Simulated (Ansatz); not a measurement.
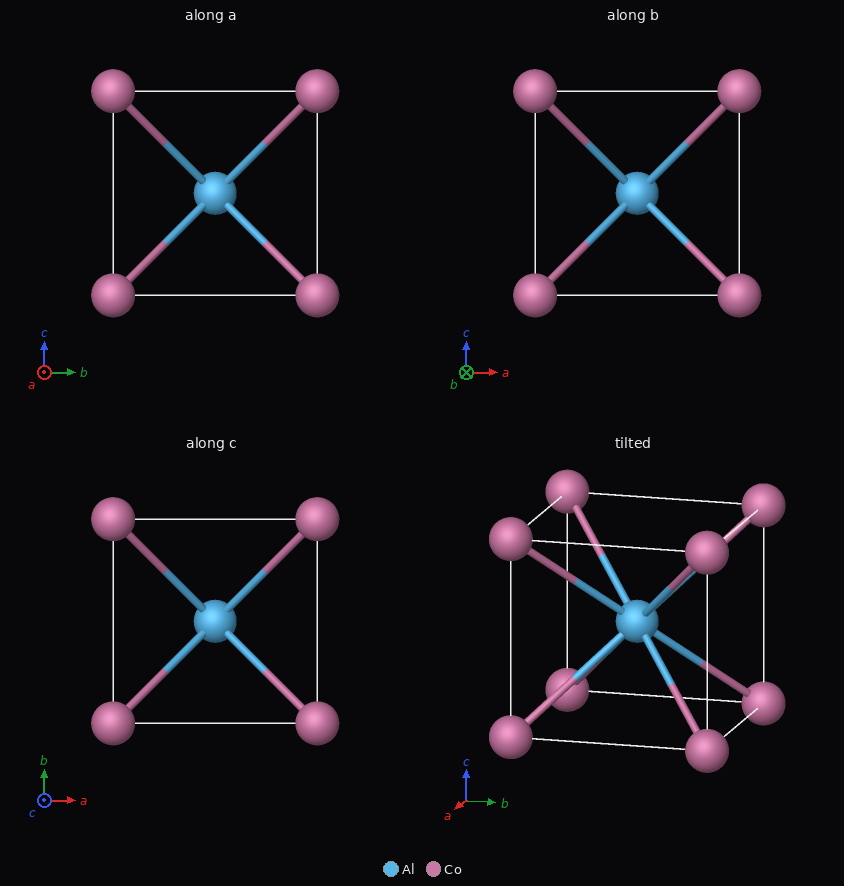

Structure drawing (ball-and-stick), viewed along the a axis, along the b axis, along the c axis and slightly off an axis. The conventional unit cell is drawn as a box.

Lattice parameters: a = 2.852 Å, b = 2.852 Å, c = 2.852 Å, α = 90.00°, β = 90.00°, γ = 90.00°.

Question: Write the structure as a table of Wyckoff sites.

Answer: Space group Pm-3m (No. 221).
```tsv
atom	site	x	y	z
Al	1b	0.5000	0.5000	0.5000
Co	1a	0.0000	0.0000	0.0000
```

It goes back to a structure type filled with these elements by a generator (whether the compound takes this form wasn't checked). Earlier steps of the study, as a rule a relaxation of our own, may have changed the cell and positions, so they can lie some per cent off the listed ones. It was run through Ansatz as a DFT input.

At this level of theory the run's own cell isn't at rest (stretched, at -11 GPa), so its distances can differ from those at equilibrium, the more so the softer the solid.
